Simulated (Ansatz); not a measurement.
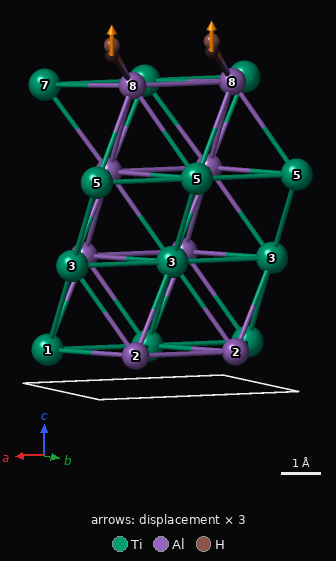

This is a constrained relaxation of a slab of composition Ti4Al4H (cut from the P4/mmm phase). The starting structure is drawn faded, the final one solid; orange arrows show the displacements, magnified 3 times.

A ball-and-stick model of the 2 × 1 repeat of the cell, outlined in the plane, without the vacuum, seen from a free direction.

Case: H over the place (2/6, 1/6) of the surface cell, its height relaxed. The slab is the (1 0 1) face of TiAl with H on it. 8 atoms are held fixed.

Theory: DFT PBEsol, scalar-relativistic, plane waves, PAW (Ansatz 0.2.0). (plane-wave cutoff 420 eV; k-point mesh 10 × 6 × 1; occupations gaussian; smearing width 0.1 eV; no spin polarisation; dipole correction; atoms relaxed in a fixed cell; force threshold 0.02 eV/Å; at most 25 steps)

Question: Describe the change and its energy.

Answer: The H atom moves most: 0.27 Å along the normal (+c). Al and Ti stay in place. The cell doesn't change. Among the contacts that change: Al–H 1.521 → 1.691 Å, H–Ti 1.988 → 2.138 Å. Among the angles between lasting bonds that change: Ti–H–Al 107.1° → 94.9°. Over 3 geometry steps the energy falls by 0.191 eV per cell of the calculation. Largest force component: 1.5 eV/Å at the start, 0.0013 eV/Å at the end. The run took 96 s on 1 thread of Intel(R) Xeon(R) 6975P-C (Granite Rapids), with other jobs on the host, peak memory 0.74 GiB.

Limits of the set-up: the periodic images lie only 2.8 Å apart, so the values are limited by the cell's size.
